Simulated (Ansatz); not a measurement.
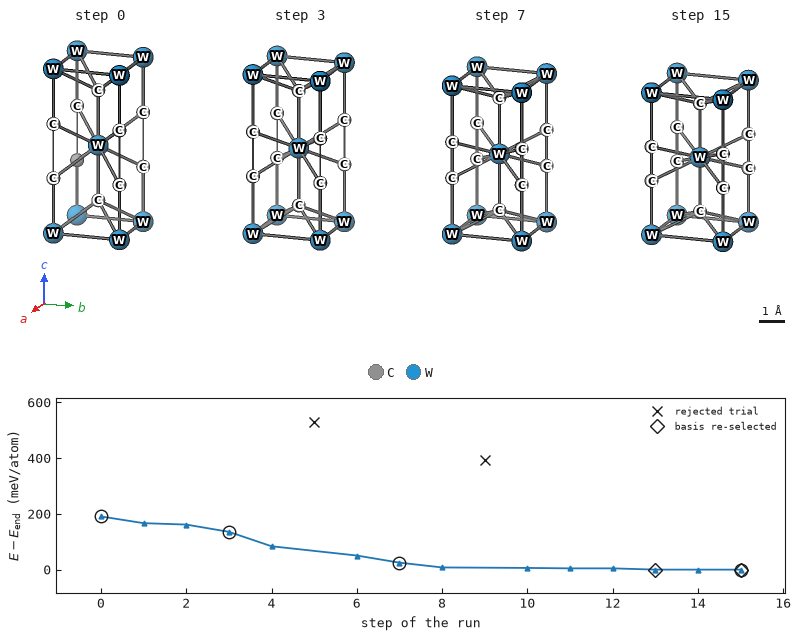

Frames of a relaxation of crystalline WC2 (a generated structure, set up in I4/mmm) (coarse preliminary run), marked on the history of the run. Style: ball-and-stick. Shown: the conventional cell (2 times the calculation's cell), slightly off an axis. Lengths and directions refer to the drawn axes.

Case: Si → C on all its sites, cell and atoms relaxed.

All numbers below come from DFT PBE, scalar-relativistic, plane waves, PAW in Ansatz 0.2.0. Settings: plane-wave cutoff 420 eV; k-point mesh 10 × 10 × 10; occupations gaussian; smearing width 0.1 eV; no spin polarisation; cell and atoms relaxed; force threshold 0.05 eV/Å; at most 60 steps.

### What happens along the run?

After 11 accepted moves (15 points after the start) the energy has fallen by 191 meV per atom. Largest force component: 0.74 eV/Å at the start, 0.00038 eV/Å at the end. The pressure goes from −9.40 to 0.05 GPa. The line search rejected the trial steps at points 5, 9 of the run. At 2 points the geometry stayed and the basis and grid were re-selected for the new cell (energy shift of 4.4 meV per atom at most each time). The largest moves relative to the cell, 0.27 Å, are those of C atoms. W stays in place. The drawn cell changes as follows: a = b 2.829 → 3.057 Å (+8.1 %), c 6.891 → 5.956 Å (−13.6 %); the volume changes by +0.9 %. Some distances before and after: C–C 2.280 → 1.431 Å, W–W 2.829 → 3.057 Å, C–W 2.306 → 2.263 Å. New bonds form: C–C (2.28 → 1.43 Å). Bond angles that change, for instance: W–C–W 120.6° → 143.4°, W–C–W 119.7° → 108.3°, W–C–W 75.8° → 84.3°. The space group stays I4/mmm (No. 139). Cost: 44 s on 1 thread of Oxide Virtual Turin-like Processor (Zen 5) (shared host), peak memory 0.39 GiB. From step 0 to 3: C atoms move most (0.17 Å), volume +0.6 %, energy −55.3 meV per atom. From step 3 to 7: C atoms move most (0.11 Å), volume −0.6 %, energy −111 meV per atom. From step 7 to 15: volume +0.9 %, energy −25.0 meV per atom.

```
step  E − E(0), meV/atom  largest force component, eV/Å  pressure, GPa  volume, Å³/atom                      note
   0                0.00                         0.7434          -9.40            9.190                          
   1              -24.17                         0.4013           2.22            8.931                          
   2              -29.20                         0.3474           0.05            9.004                          
   3              -55.27                         0.2826          -3.25            9.244                          
   4             -107.00                         0.0416          -3.39            9.474                          
   5              340.49                        14.6712          30.44            9.535                  rejected
   6             -140.32                         0.0333          -0.57            9.306                          
   7             -165.90                         0.0288           1.61            9.187                          
   8             -183.07                         0.2621          -0.04            9.222                          
   9              202.15                        12.2099           9.72            9.923                  rejected
  10             -184.82                         0.4885           0.04            9.296                          
  11             -186.38                         0.0567           0.65            9.234                          
  12             -186.38                         0.0118          -0.24            9.265                          
  13             -190.81                         0.0053           0.20            9.265  same geometry, new basis
  14             -190.88                         0.0003           0.05            9.274                          
  15             -190.93                         0.0004           0.05            9.274  same geometry, new basis
```
